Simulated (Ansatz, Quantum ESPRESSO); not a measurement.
# hBN, 2 layers, AA' stacking: the dipole at a withheld member of a series

How the rows were computed: Quantum ESPRESSO 7.5, PBE, GBRV ultrasoft. Cell and atoms are relaxed without a field with a D3(BJ) correction and then held. Sawtooth field with dipole correction, 17 Å of vacuum in the starting cell, Fermi-Dirac smearing of 0.002 Ry; bands along a path at each field. The series steps the field along the normal.

| field along the normal | dipole (e Å) |
| --- | --- |
| 0 V/Å | 0.0000 |
| 0.05 V/Å | 0.0063 |
| 0.1 V/Å | 0.0125 |
| 0.2 V/Å | 0.0250 |
| 0.3 V/Å | 0.0376 |

One more run was made and is withheld. What is the dipole at 0.4 V/Å?

**Fit.** The rows at 0.2 V/Å and 0.3 V/Å give a slope of (0.0376 − (0.0250))/(0.3 − (0.2)) = 0.126, so a straight line gives 0.0502 e Å. A parabola through these and the row at 0.1 V/Å gives 0.0503 e Å.

**The withheld run.** 0.0501 e Å. The line misses by +0.0001 and the parabola by +0.0002 e Å. Both misses are under 5 % of the step from the nearer row.

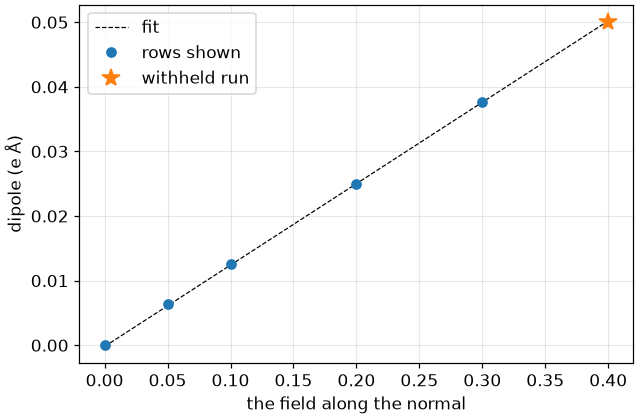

The rows shown, the fit and the withheld run.

**Limits.** Ions are held; semilocal gaps are too small; in strong fields empty levels can belong to the vacuum; one stacking. Members without a usable value, or on the other side of zero field or charge, are not listed.
